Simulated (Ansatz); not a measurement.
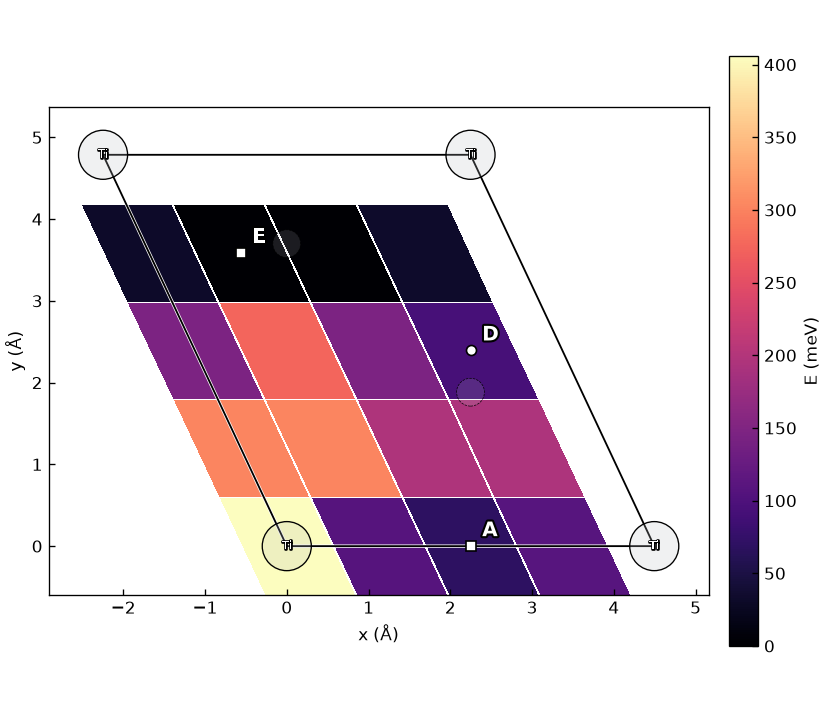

Si on a Ti(101) slab cut from the P6/mmm phase, its upper half relaxed before the scan (9 atoms of substrate and one adsorbate in a 1 × 1 cell). Si is moved over the surface cell at a fixed height above a rigid substrate; the origin of the map has the adsorbate above Ti9; the height is held at 2.50 Å. Places are given modulo a cell vector. The map is drawn in real space over the plane of the surface. Grid: 4 × 4 points. Energies: meV, counted from the lowest grid point. The runs have no spin polarisation, so an open-shell adsorbate far from the surface lies too high. With one adsorbate in each 1 × 1 cell, its nearest image is 4.5 Å away, so neighbouring adsorbates interact. At a fixed height the lowest place need not be the adsorption site. Theory: DFT PBE+D3(BJ), scalar-relativistic, plane waves, PAW in Ansatz. Settings: cutoff 420 eV, k-mesh 7×6×1, gaussian smearing 0.1 eV, no spin polarisation.

In the figure: one coloured cell a grid point, labelled circles for the atoms of the top layer and small ones for the second layer, the outline of one cell of the plane, lettered points.

**Is E the lowest point of the computed grid?**

Yes. E, at (1/4, 3/4) of the cell vectors [nearest 2 Ti at 3.29 Å], has the lowest energy of the grid.

**Rank the lettered points by energy, lowest first.**

E (0 meV), A (70 meV), D (92 meV).

PAW datasets: the set soft_1.
